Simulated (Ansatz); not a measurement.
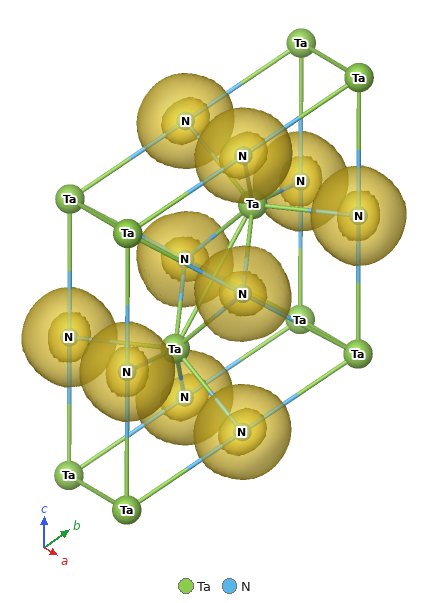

TaN. Isosurface of the electron localisation function at 0.65 (yellow), seen slightly off an axis. Core shells and regions of very low density are left out. Sticks mark near contacts.

Space group P-1; changed on purpose from its base cell (equal xy, yz and zx shear strains of -1 %, PAW files); computed pressure about −5 GPa in this cell.

Method: DFT, LDA, PAW with Ansatz's default frozen-core files, scalar-relativistic (Ansatz 0.2.0).

Core electrons are frozen (PAW), and the valence fields are smoothed inside the atomic spheres.

Question: Identify the bonds, lone pairs and shells in this picture.

Answer: At this value the surface marks out three regions wrapped around N (the valence shell of each), counted in one cell of 6 atoms. Any copies at cell faces, edges or corners count once. Profiles from the grid: Ta–N (2.07 Å): the ELF peaks at about 0.85 in the valence shell of N, 0.6 Å from its nucleus, and drops to about 0.25 between the two atoms; no localised pair shows between them. Ta–Ta (2.91 Å): the ELF is about 0.15 at the midpoint; no localised pair shows between them.
